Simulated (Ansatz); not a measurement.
## SnO: geometry relaxation (part 1 of 2)

SnO (P4/nmm, 4 atoms in the cell), computed with DFT PBE, scalar-relativistic, plane waves, PAW, no spin polarisation (Ansatz 0.2.0).

The structure derives from an entry of the Crystallography Open Database. It belongs to a series of runs on one base structure; here: structure reported for this formula (Cmc2_1, No. 36).

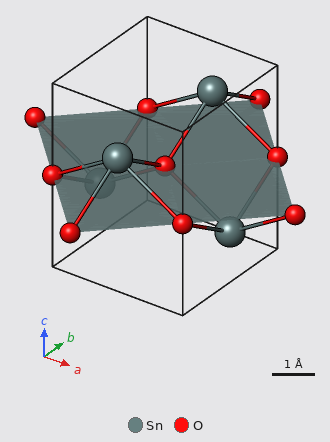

Figure 1. The starting structure (polyhedral view of the cell of the calculation, seen at an oblique angle; polyhedra are completed across the faces of the cell).

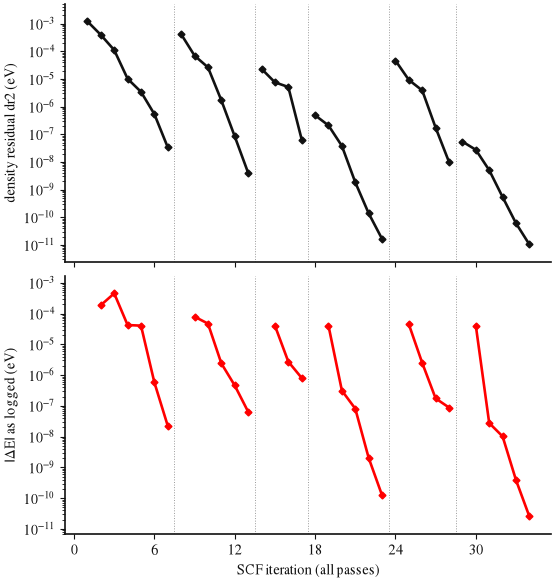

Figure 2. Convergence of the self-consistent field: density residual dr2 and size of the energy change against the SCF iteration. The dotted lines part the SCF passes of the relaxation: geometry steps, rejected trials and re-solves on a re-selected basis. The 6 passes take 4 to 7 iterations each, 34 in all.

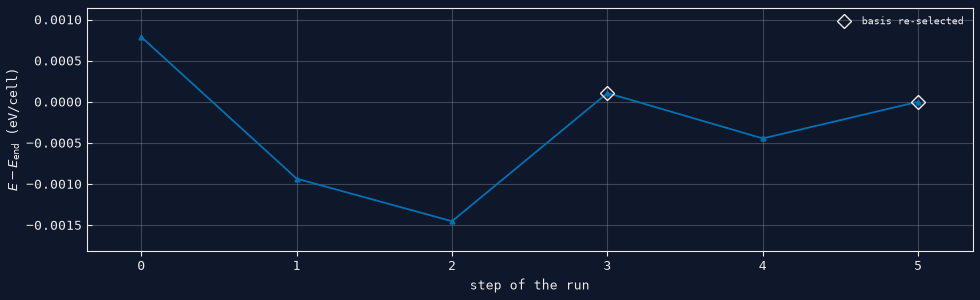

Figure 3. Progress of the relaxation, step by step (the first geometry is step 0 here and step 1 in the log).

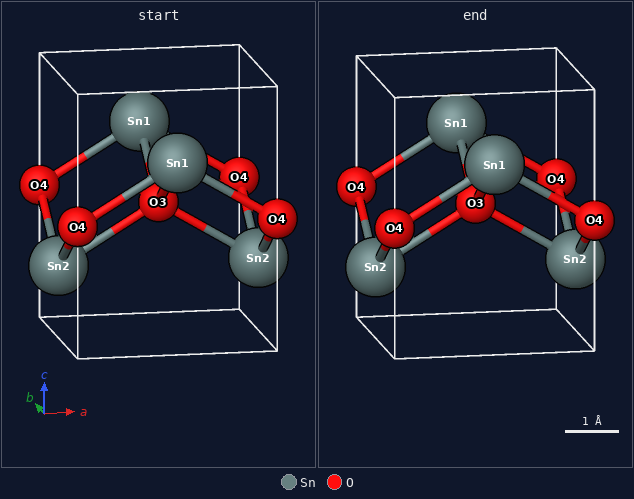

Figure 4. Before (left) and after (right) the relaxation, at one scale (ball-and-stick view of the cell of the calculation, seen slightly off an axis). The largest moves relative to the cell, 0.013 Å, are those of Sn1 and Sn2. O stays in place. The volume changes by −1.1 %, with a = b 3.866 → 3.868 Å (0.0 %), c 5.140 → 5.078 Å (−1.2 %). The space group stays P4/nmm (No. 129). The energy falls by 1.2 meV per cell of the calculation in 3 geometry steps. The largest force component goes from 0.012 to 0.00036 eV/Å. Pressure: −0.06 GPa at the start and 0.00 GPa at the end. The basis was re-selected once at an unchanged geometry, which shifts the energy a little without any move. The energy change given includes the shifts at the re-selections in mid-walk, which come without any move. A last SCF at the same geometry on a re-selected plane-wave basis shifts the energy by +0.4 meV per cell of the calculation. (Atoms are counted from 1 in the order of the input.)

The input that produced these results follows, with the program's output.

### The input
```yaml
crystal:
  lattice:
    - [3.8661367201, 0.0, 0.0]
    - [0.0, 3.8661367201, 0.0]
    - [0.0, 0.0, 5.140207378]
  atoms:
    - { symbol: Sn, position: [0.5, 0.0, 0.7258536862] }
    - { symbol: Sn, position: [0.0, 0.5, 0.2741463138] }
    - { symbol: O, position: [0.5, 0.5, 0.5] }
    - { symbol: O, position: [0.0, 0.0, 0.5] }
basis:
  ecutwfc: 420
kpoints:
  mp_grid: { grid: [10, 10, 8] }
hamiltonian:
  xc: pbe
scf:
  occupations: { method: gaussian, width: 0.02 }
output:
  forces: true
  stress: true
  eigenvalues: true
relax:
  adjacent_minimum: "off"
  f_tol: 0.01
  max_steps: 80
  cell: { stress_tol: 0.05 }
```

Launch command:
```bash
ansatz run input.yaml --threads 1 --pin off --max-ram 2560MiB --backend cpu --events-out ev --progress --plain --runs-dir out
```

### Log
```
Engine: ansatz 0.2.0, x86_64-unknown-linux-gnu
Pseudopotentials: kind: paw
Pseudopotential: Sn, paw, valence charge 14, recommended cutoff 420 eV (normal), Sn.paw.azcp
Pseudopotential: O, paw, valence charge 6, recommended cutoff 420 eV (normal), O.paw.azcp
Functional definition: PBE
  parameter kappa = 0.804
  parameter beta = 0.06672455060314922
  exchange = pbe_x(kappa = kappa, mu = beta*pi^2/3)
  correlation = pbe_c(beta = beta)
Crystal: 4 atoms, lattice volume = 76.831 Å³
Basis set: ecut = 420 eV, 1529 PW (Γ), exchange–correlation on 54×54×72 points (8 copies of the dense FFT grid, shifted against one another)
Bands: 24, of which v1, the nominal top of the filled ones, is band 20 counted from 1 (19 counted from 0)
Symmetry: 16 space group operations
Space group: P4/nmm (ITA 129), of the structure as read, at distance tolerance 4.3e-5 Å
k-points: 105 of 800
Non-local potential: Sn, projectors of the file, l = 0: 2, l = 1: 2, l = 2: 2, l = 3: 2
Non-local potential: O, projectors of the file, l = 0: 2, l = 1: 2, l = 2: 1
PAW form: soft (Blöchl's): semilocal exchange-correlation on the pseudo side does not see the compensation charge
PAW one-centre angular grid: Sn, 590 points (default); XC on 64 Gauss nodes
PAW one-centre angular grid: O, 110 points (default); XC on 64 Gauss nodes
Initial density: superposition of atomic densities (neutral atoms: chi_scale 0, normalization atom), corrected by the library's trained network
Initial wavefunctions: pseudopotential atomic-orbital guess
Functional: x = pbe(κ = 0.804, μ = 0.2195149727645171), c = pbe(β = 0.06672455060314922)
SCF iter   1: F=—  HF=-13183.404263 eV  |F-HF|=—  |Δ(HF+E_count)|=         —  Δρ=1.36e-3  dr2=1.21e-3  ethr=1.77e-3  ⟨swp⟩=6.2  Hψ=11941  notcnv=0
preconditioner: auto → Resta (q_TF=auto, 2.447 Å⁻¹)  ε∞=3.3  [insulator: Δε(μ)=0.592 eV  Ē_g=17.853 eV  σ=0.020 eV  W_gap=1.00  n_scr=20 (ndim 8)  ℏωp=26.8 eV  f_vac=0.036  D(μ)=0.00/eV (n_scr^D=0)  ε∞_Penn≈3.3]
SCF iter   2: F=—  HF=-13183.404076 eV  |F-HF|=—  |Δ(HF+E_count)|=   1.87e-4  Δρ=8.69e-4  dr2=3.94e-4  ethr=3.03e-6  ⟨swp⟩=2.1  Hψ=5759  notcnv=0
SCF iter   3: F=—  HF=-13183.404529 eV  |F-HF|=—  |Δ(HF+E_count)|=   4.53e-4  Δρ=3.90e-4  dr2=1.11e-4  ethr=9.84e-7  ⟨swp⟩=2.9  Hψ=4892  notcnv=0
SCF iter   4: F=—  HF=-13183.404571 eV  |F-HF|=—  |Δ(HF+E_count)|=   4.23e-5  Δρ=9.63e-5  dr2=1.02e-5  ethr=2.77e-7  ⟨swp⟩=2.0  Hψ=3509  notcnv=0
SCF iter   5: F=—  HF=-13183.404531 eV  |F-HF|=—  |Δ(HF+E_count)|=   4.05e-5  Δρ=7.03e-5  dr2=3.43e-6  ethr=2.54e-8  ⟨swp⟩=2.0  Hψ=4620  notcnv=0
SCF iter   6: F=—  HF=-13183.404530 eV  |F-HF|=—  |Δ(HF+E_count)|=   5.75e-7  Δρ=2.65e-5  dr2=5.34e-7  ethr=8.59e-9  ⟨swp⟩=3.0  Hψ=4688  notcnv=0
SCF iter   7: F=-13183.404530 eV  HF=-13183.404530 eV  |F-HF|=2.22e-8  |Δ(HF+E_count)|=   2.23e-8  Δρ=6.75e-6  dr2=3.37e-8  ethr=2.50e-10  ⟨swp⟩=4.0  Hψ=11006  notcnv=0
SCF 1 converged in 7 iterations: F = -13183.404530 eV  dr2 = 3.37e-8
  greatest PAW one-centre occupation: 0.993 electrons in one spin orbital (limit 2), on the Sn atom at site 1 (counted from 0), in its partial waves of l = 2
relax step   1: F+E_penalty+E_count = -13183.40452995 eV  Δ(F+E_penalty+E_count) = +0.000e0 eV  max|allowed force component| = 1.170e-2 eV/Å  Δτ_max = 0.0000 Å  P = -0.055 GPa  Ω = 76.831 Å³  (7 SCF iters, dr2 threshold 1.00e-7 eV, accepted)
Crystal: 4 atoms, lattice volume = 76.305 Å³
Initial density: handed on by an earlier stage of this run
Initial wavefunctions: those handed on with the density
iter 1 solved again at ethr=1.02e-6 eV; its pass at ethr=3.10e-3 eV (dr2=4.09e-4 eV) is discarded
SCF iter   1: F=—  HF=-13183.406381 eV  |F-HF|=—  |Δ(HF+E_count)|=         —  Δρ=7.49e-4  dr2=4.15e-4  ethr=1.02e-6  ⟨swp⟩=3.0  Hψ=15079  notcnv=0
preconditioner: auto → Resta (q_TF=auto, 2.450 Å⁻¹)  ε∞=3.3  [insulator: Δε(μ)=0.516 eV  Ē_g=17.861 eV  σ=0.020 eV  W_gap=1.00  n_scr=18 (ndim 8)  ℏωp=26.9 eV  f_vac=0.034  D(μ)=0.00/eV (n_scr^D=0)  ε∞_Penn≈3.3]
SCF iter   2: F=—  HF=-13183.406302 eV  |F-HF|=—  |Δ(HF+E_count)|=   7.90e-5  Δρ=3.48e-4  dr2=6.97e-5  ethr=1.02e-6  ⟨swp⟩=3.0  Hψ=4627  notcnv=0
SCF iter   3: F=—  HF=-13183.406255 eV  |F-HF|=—  |Δ(HF+E_count)|=   4.72e-5  Δρ=2.01e-4  dr2=2.64e-5  ethr=1.74e-7  ⟨swp⟩=2.1  Hψ=3527  notcnv=0
SCF iter   4: F=—  HF=-13183.406253 eV  |F-HF|=—  |Δ(HF+E_count)|=   2.40e-6  Δρ=4.57e-5  dr2=1.69e-6  ethr=6.60e-8  ⟨swp⟩=2.0  Hψ=3228  notcnv=0
SCF iter   5: F=—  HF=-13183.406253 eV  |F-HF|=—  |Δ(HF+E_count)|=   4.60e-7  Δρ=1.09e-5  dr2=8.39e-8  ethr=4.23e-9  ⟨swp⟩=2.0  Hψ=3263  notcnv=0
SCF iter   6: F=-13183.406253 eV  HF=-13183.406253 eV  |F-HF|=5.09e-9  |Δ(HF+E_count)|=   6.45e-8  Δρ=2.19e-6  dr2=4.05e-9  ethr=1.87e-10  ⟨swp⟩=4.8  Hψ=8435  notcnv=0
SCF 2 converged in 6 iterations: F = -13183.406253 eV  dr2 = 4.05e-9
relax step   2: F+E_penalty+E_count = -13183.40625331 eV  Δ(F+E_penalty+E_count) = -1.723e-3 eV  max|allowed force component| = 2.930e-2 eV/Å  Δτ_max = 0.0091 Å  P = -0.046 GPa  Ω = 76.305 Å³  energy of the carried Pulay correction = +1.360e-3 eV  (6 SCF iters, dr2 threshold 7.50e-8 eV, accepted)
Crystal: 4 atoms, lattice volume = 76.161 Å³
Basis set: ecut = 420 eV, 1513 PW (Γ), exchange–correlation on 54×54×72 points (8 copies of the dense FFT grid, shifted against one another)
iter 1 solved again at ethr=5.35e-8 eV; its pass at ethr=3.10e-3 eV (dr2=2.14e-5 eV) is discarded
SCF iter   1: F=—  HF=-13183.406810 eV  |F-HF|=—  |Δ(HF+E_count)|=         —  Δρ=1.99e-4  dr2=2.33e-5  ethr=5.35e-8  ⟨swp⟩=3.0  Hψ=15099  notcnv=0
preconditioner: auto → Resta (q_TF=auto, 2.451 Å⁻¹)  ε∞=3.3  [insulator: Δε(μ)=0.523 eV  Ē_g=17.872 eV  σ=0.020 eV  W_gap=1.00  n_scr=18 (ndim 8)  ℏωp=26.9 eV  f_vac=0.033  D(μ)=0.00/eV (n_scr^D=0)  ε∞_Penn≈3.3]
SCF iter   2: F=—  HF=-13183.406769 eV  |F-HF|=—  |Δ(HF+E_count)|=   4.05e-5  Δρ=1.14e-4  dr2=7.57e-6  ethr=5.35e-8  ⟨swp⟩=1.6  Hψ=2618  notcnv=0
SCF iter   3: F=—  HF=-13183.406772 eV  |F-HF|=—  |Δ(HF+E_count)|=   2.73e-6  Δρ=8.52e-5  dr2=5.14e-6  ethr=1.89e-8  ⟨swp⟩=2.0  Hψ=3570  notcnv=0
SCF iter   4: F=-13183.406771 eV  HF=-13183.406771 eV  |F-HF|=7.04e-8  |Δ(HF+E_count)|=   8.08e-7  Δρ=1.30e-5  dr2=6.45e-8  ethr=2.39e-10  ⟨swp⟩=4.8  Hψ=11571  notcnv=0
SCF 3 converged in 4 iterations: F = -13183.406771 eV  dr2 = 6.45e-8
relax step   3: F+E_penalty+E_count = -13183.40677100 eV  Δ(F+E_penalty+E_count) = -5.177e-4 eV  max|allowed force component| = 1.115e-4 eV/Å  Δτ_max = 0.0009 Å  P = +0.013 GPa  Ω = 76.161 Å³  energy of the carried Pulay correction = +1.734e-3 eV  (4 SCF iters, dr2 threshold 9.57e-8 eV, accepted)
Initial wavefunctions: pseudopotential atomic-orbital guess (no wavefunctions were taken with the density)
iter 1 solved again at ethr=1.16e-7 eV; its pass at ethr=3.10e-3 eV (dr2=4.66e-5 eV) is discarded
SCF iter   1: F=—  HF=-13183.405251 eV  |F-HF|=—  |Δ(HF+E_count)|=         —  Δρ=6.54e-5  dr2=4.88e-7  ethr=1.16e-7  ⟨swp⟩=3.3  Hψ=18516  notcnv=0
preconditioner: auto → Resta (q_TF=auto, 2.451 Å⁻¹)  ε∞=3.3  [insulator: Δε(μ)=0.525 eV  Ē_g=17.873 eV  σ=0.020 eV  W_gap=1.00  n_scr=18 (ndim 8)  ℏωp=26.9 eV  f_vac=0.033  D(μ)=0.00/eV (n_scr^D=0)  ε∞_Penn≈3.3]
SCF iter   2: F=—  HF=-13183.405211 eV  |F-HF|=—  |Δ(HF+E_count)|=   4.02e-5  Δρ=3.26e-5  dr2=2.09e-7  ethr=1.22e-9  ⟨swp⟩=2.2  Hψ=3734  notcnv=0
SCF iter   3: F=—  HF=-13183.405211 eV  |F-HF|=—  |Δ(HF+E_count)|=   3.14e-7  Δρ=1.50e-5  dr2=3.81e-8  ethr=5.23e-10  ⟨swp⟩=2.0  Hψ=3328  notcnv=0
SCF iter   4: F=—  HF=-13183.405212 eV  |F-HF|=—  |Δ(HF+E_count)|=   8.11e-8  Δρ=1.33e-6  dr2=1.84e-9  ethr=9.53e-11  ⟨swp⟩=2.0  Hψ=3570  notcnv=0
SCF iter   5: F=—  HF=-13183.405212 eV  |F-HF|=—  |Δ(HF+E_count)|=   2.04e-9  Δρ=4.24e-7  dr2=1.39e-10  ethr=4.60e-12  ⟨swp⟩=2.0  Hψ=3352  notcnv=0
SCF iter   6: F=-13183.405212 eV  HF=-13183.405212 eV  |F-HF|=7.28e-12  |Δ(HF+E_count)|=  1.24e-10  Δρ=1.40e-7  dr2=1.65e-11  ethr=1.00e-12  ⟨swp⟩=5.2  Hψ=9870  notcnv=0
SCF 4 converged in 6 iterations: F = -13183.405212 eV  dr2 = 1.65e-11
```
